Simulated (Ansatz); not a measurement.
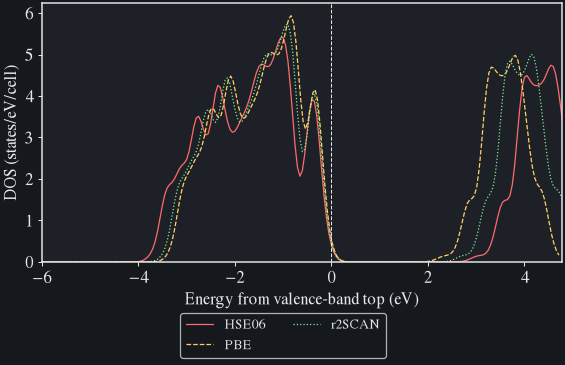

Total densities of states of PbI₂, space group P-3m1 (No. 164), 3 atoms in the cell, 1T (CdI2) bulk type, by three methods on the same cell. The curves are built from the levels of the k mesh with Gaussians 0.3 eV wide, which also blur the band edges. Each is counted from its own valence-band top.

What changes from one method to the other?

HSE06 gives a gap of 2.93 eV, PBE gives a gap of 2.23 eV and r2SCAN gives a gap of 2.63 eV. In the window shown, the tallest filled peak lies at −1.0 eV in HSE06, −0.8 eV in PBE and −0.9 eV in r2SCAN.

Settings. HSE06: DFT, HSE06, plane waves, PAW, no spin polarisation, 6×6×4 k mesh, 420 eV cutoff (Ansatz). PBE: DFT, PBE, plane waves, PAW, no spin polarisation, 6×6×4 k mesh, 420 eV cutoff, Fermi-Dirac smearing of 0.02 eV (Ansatz). r2SCAN: DFT, r2SCAN, plane waves, PAW, no spin polarisation, 6×6×4 k mesh, 500 eV cutoff (Ansatz 0.2.0).

Spin-orbit coupling is left out, which matters for Pb and I.
